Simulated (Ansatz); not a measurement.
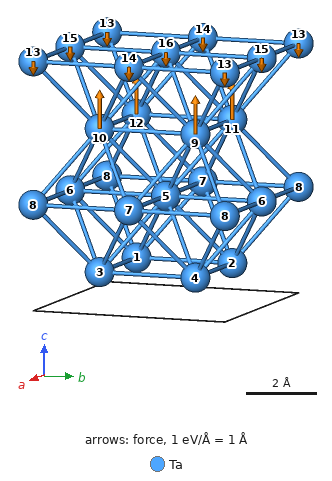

Starting geometry of a slab of composition Ta (cut from the Fm-3m phase) with the computed forces as orange arrows. Style: ball-and-stick. Shown: the cell of the calculation, outlined in the plane, without the vacuum, slightly off an axis.

Case: clean slab, lower planes held. The slab is the (1 0 0) face of Ta. 8 atoms are held fixed.

Level of theory: Ansatz 0.2.0, DFT PBE+D3(BJ), scalar-relativistic, plane waves, PAW.

Input file:
```yaml
crystal:
  lattice:
    - [5.9136804077, 0.0, 0.0]
    - [0.0, 5.9136804077, 0.0]
    - [0.0, 0.0, 22.272405277]
  atoms:
    - { symbol: Ta, position: [0.25, 0.25, 0.3591888662] }
    - { symbol: Ta, position: [0.25, 0.75, 0.3591888662] }
    - { symbol: Ta, position: [0.75, 0.25, 0.3591888662] }
    - { symbol: Ta, position: [0.75, 0.75, 0.3591888662] }
    - { symbol: Ta, position: [0.5, 0.5, 0.4530629554] }
    - { symbol: Ta, position: [0.5, 0.0, 0.4530629554] }
    - { symbol: Ta, position: [0.0, 0.5, 0.4530629554] }
    - { symbol: Ta, position: [0.0, 0.0, 0.4530629554] }
    - { symbol: Ta, position: [0.75, 0.75, 0.5469370446] }
    - { symbol: Ta, position: [0.75, 0.25, 0.5469370446] }
    - { symbol: Ta, position: [0.25, 0.75, 0.5469370446] }
    - { symbol: Ta, position: [0.25, 0.25, 0.5469370446] }
    - { symbol: Ta, position: [0.0, 0.0, 0.6408111338] }
    - { symbol: Ta, position: [0.0, 0.5, 0.6408111338] }
    - { symbol: Ta, position: [0.5, 0.0, 0.6408111338] }
    - { symbol: Ta, position: [0.5, 0.5, 0.6408111338] }
basis:
  ecutwfc: 420
kpoints:
  mp_grid: { grid: [3, 3, 1] }
hamiltonian:
  xc: pbe
  dispersion: d3bj
scf:
  occupations: { method: gaussian, width: 0.1 }
output:
  forces: true
  eigenvalues: true
  write_density: true
  write_potential: true
  elf: true
  volumetric_format: npy
relax:
  adjacent_minimum: "off"
  f_tol: 0.03
  max_steps: 70
  constraints: [{ sites: [0, 1, 2, 3, 4, 5, 6, 7] }]
efield:
  axis: 3
  dipole_correction: true
  ramp_width: 0.04
```

Run as
```bash
ansatz run input.yaml --threads 4 --pin off --max-ram 12288MiB --backend cpu --events-out ev --progress --plain --runs-dir out
```

What follows when this structure is relaxed?

It isn't relaxed: the largest force vector, on Ta atoms, is 1.15 eV/Å. The final displacements follow the starting forces only in part (cosine between the two patterns 0.66). The largest moves, 0.14 Å, are those of Ta9, Ta10, Ta11 and Ta12. Ta9 goes along the normal (+c). The lattice vectors keep their values. Some distances before and after: Ta5–Ta10 2.957 → 3.058 Å, Ta10–Ta13 2.957 → 2.912 Å. Over 3 accepted moves (5 points after the start) the energy falls by 0.271 eV per cell of the calculation. Largest force component: 1.1 eV/Å at the start, 0.0066 eV/Å at the end. The line search rejected the trial step at point 1 of the run. 1 step only repeated the SCF at the same geometry. The run took 25 s on 4 threads of Intel(R) Xeon(R) 6975P-C (Granite Rapids), on a shared host, peak memory 1.5 GiB.
